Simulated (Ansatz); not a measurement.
Si2Ni

Input

```
crystal:
  lattice:
    - [0.0, 4.829556295, 4.829556295]
    - [4.829556295, 0.0, 4.829556295]
    - [4.829556295, 4.829556295, 0.0]
  atoms:
    - { symbol: Si, position: [0.125, 0.125, 0.125] }
    - { symbol: Si, position: [0.125, 0.125, 0.625] }
    - { symbol: Si, position: [0.125, 0.625, 0.125] }
    - { symbol: Si, position: [0.625, 0.125, 0.125] }
    - { symbol: Ni, position: [0.25, 0.25, 0.25] }
    - { symbol: Ni, position: [0.0, 0.0, 0.0] }
basis:
  ecutwfc: 420
kpoints:
  mp_grid: { grid: [6, 6, 6] }
  band_path:
    path:
      - [[0.0, 0.0, 0.0], [0.5, 0.0, 0.5], [0.625, 0.25, 0.625]]
      - [[0.375, 0.375, 0.75], [0.0, 0.0, 0.0], [0.5, 0.5, 0.5], [0.5, 0.25, 0.75], [0.5, 0.0, 0.5]]
    npoints: 14
hamiltonian:
  xc: pbe
scf:
  occupations: { method: gaussian, width: 0.02 }
  n_extra_bands: 15
output:
  forces: true
  stress: true
  eigenvalues: true
  populations: true
  dos: { projected: true, de: 0.02, nscf_kmesh: { grid: [9, 9, 9] } }
  bader: true
  write_density: true
  write_potential: true
  elf: true
  volumetric_format: npy
```

Run with:

```sh
ansatz run input.yaml --threads 1 --pin off --max-ram 2560MiB --backend cpu --events-out ev --progress --plain --runs-dir out
```

Below, planes, directions and counts refer to the conventional cell (a = 9.66 Å, b = 9.66 Å, c = 9.66 Å, α = 90.00°, β = 90.00°, γ = 90.00°).

Space group Fd-3m; a structure generated by program, which may or may not match a known phase; computed without spin polarisation.

The calculation used DFT PBE, scalar-relativistic, plane waves, PAW in Ansatz 0.2.0.

Core electrons are frozen (PAW), and the valence fields are smoothed inside the atomic spheres.

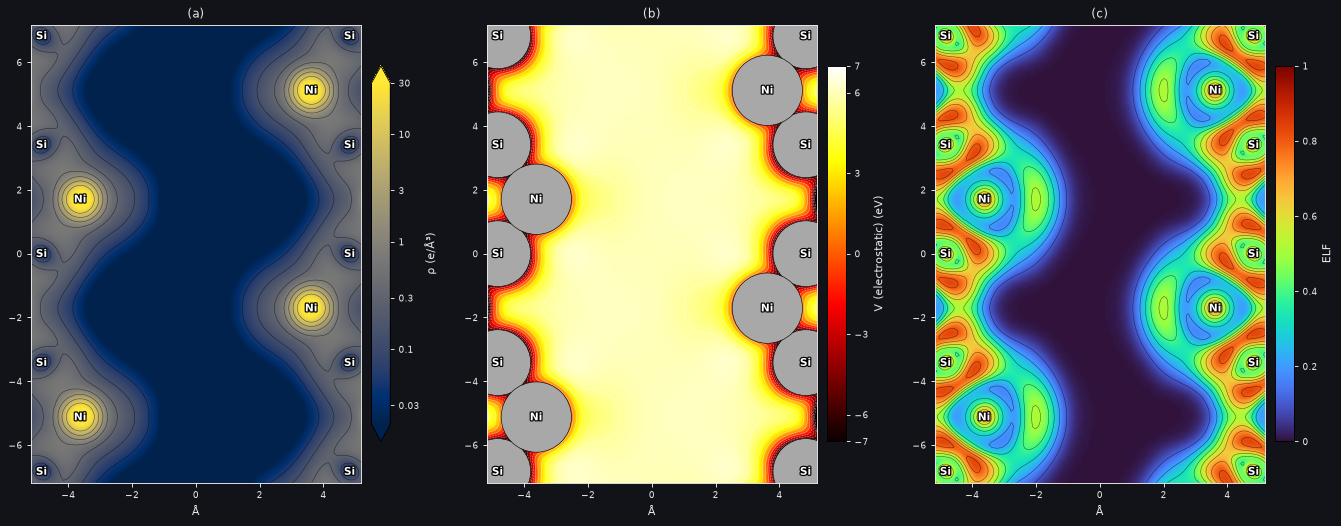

Figure 1. (a) valence pseudo-density; (b) electrostatic potential energy of an electron; (c) ELF on the (110) plane of the conventional cell. Grey discs cover the atomic cores in the potential map.

What does the map show?

Atoms in the plane: Si and Ni. Si–Ni (2.09 Å): ρ is about 0.7 e/Å³ halfway; the ELF peaks at about 0.80 in the valence shell of Si, 0.8 Å from its nucleus, and is about 0.50 at the midpoint. The density dies away to nearly zero in the voids. The features right at Ni lie inside the PAW spheres, where the map follows smoothed inner orbitals and isn't to be read closely. Outside the cores the potential energy rises away from the atoms and is highest about 2.2 Å from the nearest atoms; its zero is arbitrary.

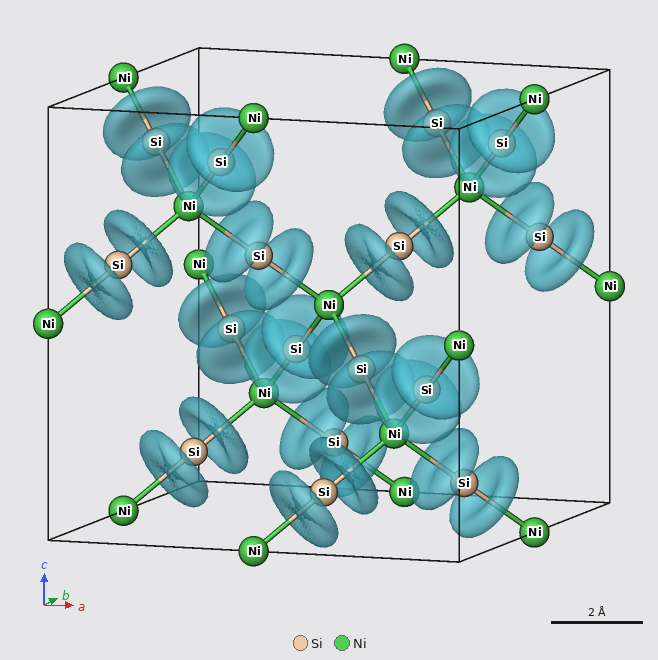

Figure 2. Isosurface of the ELF at 0.75 (cyan), seen slightly off an axis. Core shells and regions of very low density are left out. Sticks mark near contacts.

Describe the localisation domains.

At this value the surface marks out 32 lobes of the valence shell of Si pointing towards Ni (polar bonds), counted in one cell of 24 atoms. Any copies at cell faces, edges or corners count once.

Metal or insulator at this level of theory?

It is gapped, with a Kohn–Sham gap of 1.1 eV on the k-point mesh, an upper bound to the gap of this method.

Which way does charge flow, and how much by Bader's partition?

Electrons move from Si towards Ni. Bader charges: Si +0.68 and Ni −1.37 e.
